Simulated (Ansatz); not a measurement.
```
CELL_PARAMETERS angstrom
4.00585 0.00000 0.00000
-2.00293 3.46917 0.00000
0.00000 0.00000 17.00217
ATOMIC_POSITIONS crystal
In 0.33333 0.66667 0.16996
In 0.66667 0.33333 0.66996
In 0.33333 0.66667 0.33004
In 0.66667 0.33333 0.83004
Se 0.33333 0.66667 0.59607
Se 0.66667 0.33333 0.09607
Se 0.33333 0.66667 0.90393
Se 0.66667 0.33333 0.40393
```

Space group P6₃/mmc.

Method: DFT PBEsol, scalar-relativistic, plane waves, PAW (Ansatz).

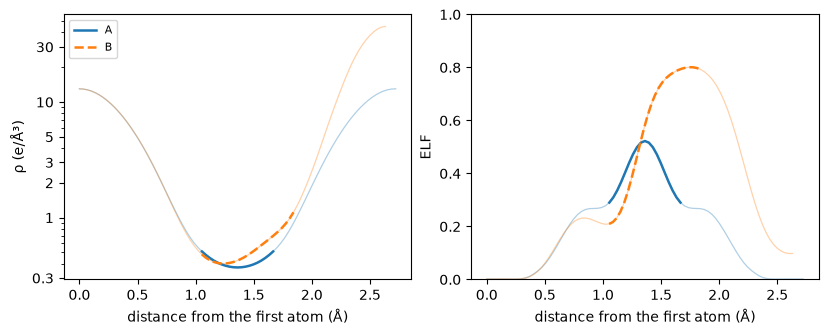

InSe. Valence charge density (pseudo) and electron localisation function along straight lines between neighbouring atoms. Thin, pale parts lie inside the atomic spheres.

The density is the valence pseudo-density of a PAW calculation; it isn't the true density close to the nuclei.

Which curve belongs to which contact (In–In and In–Se)? The first atom named is at distance zero.

Curve A: In–In (2.72 Å): the density is about 0.37 e/Å³ at the midpoint; the ELF reaches about 0.50 near the midpoint. Curve B: In–Se (2.63 Å): ρ is about 0.41 e/Å³ halfway; the ELF is about 0.50 at the midpoint.
